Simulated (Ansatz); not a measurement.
Single-point calculation, with input and output: HfSi2O6

- system: HfSi2O6 (9 atoms in the cell)
- method: DFT, PBE, plane waves, PAW (Ansatz 0.2.0)

The structure was made by a generator, so it may or may not be a known phase.

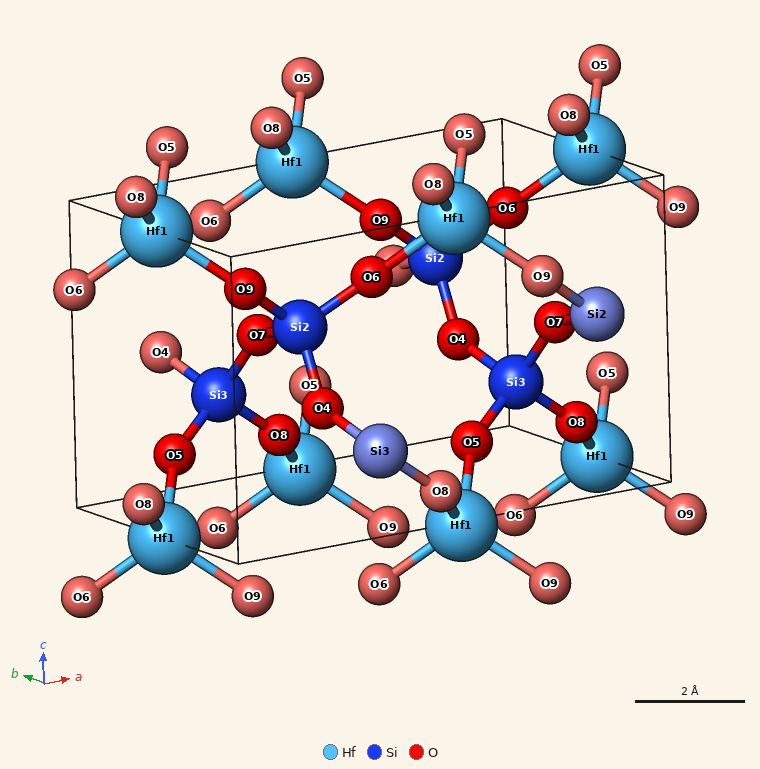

Fig. 1: The structure as given in the input (ball-and-stick view of the cell 2 times as large as that of the calculation, set on its symmetry axes, seen at an oblique angle; neighbours outside the cell are drawn fainter; atoms are numbered from 1 in the order of the input). An atom can appear more than once, as a periodic image.

### The input
```yaml
crystal:
  lattice:
    - [4.9545455911, -2.5073286742, -0.0011643937]
    - [4.9545455911, 2.5073286742, -0.0011643937]
    - [-0.1716761244, 0.0, 5.8815746921]
  atoms:
    - { symbol: HFx, position: [0.5414655024, 0.4585344976, 0.0] }
    - { symbol: Si, position: [0.9867436997, 0.5193859552, 0.6551762735] }
    - { symbol: Si, position: [0.4806140448, 0.0132563003, 0.3448237265] }
    - { symbol: O, position: [0.1551668955, 0.3051162334, 0.4316808886] }
    - { symbol: O, position: [0.4296891752, 0.7913325861, 0.20238867] }
    - { symbol: O, position: [0.2086674139, 0.5703108248, 0.79761133] }
    - { symbol: O, position: [0.6948837666, 0.8448331045, 0.5683191114] }
    - { symbol: O, position: [0.629114993, 0.1253237566, 0.1825336797] }
    - { symbol: O, position: [0.8746762434, 0.370885007, 0.8174663203] }
basis:
  ecutwfc: 420
kpoints:
  mp_grid: { grid: [6, 6, 4] }
hamiltonian:
  xc: pbe
scf:
  occupations: { method: gaussian, width: 0.02 }
  max_iter: 100
output:
  forces: true
  eigenvalues: true
  stress: true
```

Launched with:
```bash
ansatz run input.yaml --threads 1 --pin off --max-ram 2560MiB --backend cpu --events-out ev --progress --plain --runs-dir out
```

### What the program printed
```
Error: YAML parse error: error: line 7 column 17: `HFx` is not an element symbol (H … Og, case-exact)
 --> <input>:7:17
  |
5 |     - [-0.1716761244, 0.0, 5.8815746921]
6 |   atoms:
7 |     - { symbol: HFx, position: [0.5414655024, 0.4585344976, 0.0] }
  |                 ^ `HFx` is not an element symbol (H … Og, case-exact)
8 |     - { symbol: Si, position: [0.9867436997, 0.5193859552, 0.6551762735] }
9 |     - { symbol: Si, position: [0.4806140448, 0.0132563003, 0.3448237265] }
  |
```

### Outcome

- outcome: refused by the program
- space group (tolerance 0.01 Å): C2 (5)
- hardware: 1 thread of Intel Xeon @ 2.50GHz (Skylake/Cascade Lake), 189 GiB of memory available, shared host

The input was spoiled on purpose: an unknown element (`crystal.atoms[0].symbol`). The program refused the input: “YAML parse error: error: line 7 column 17: `HFx` is not an element symbol (H … Og, case-exact) --> <input>:7:17 | 5 | - [-0.1716761244, 0.0, 5.8815746921] 6 | atoms: 7 | - { symbol: HFx, position: [0.5414655024, 0.4585344976, 0.0] } | ^ `HFx` is not an element symbol (H … Og, case-exact) 8 | - { symbol: Si, position: …”
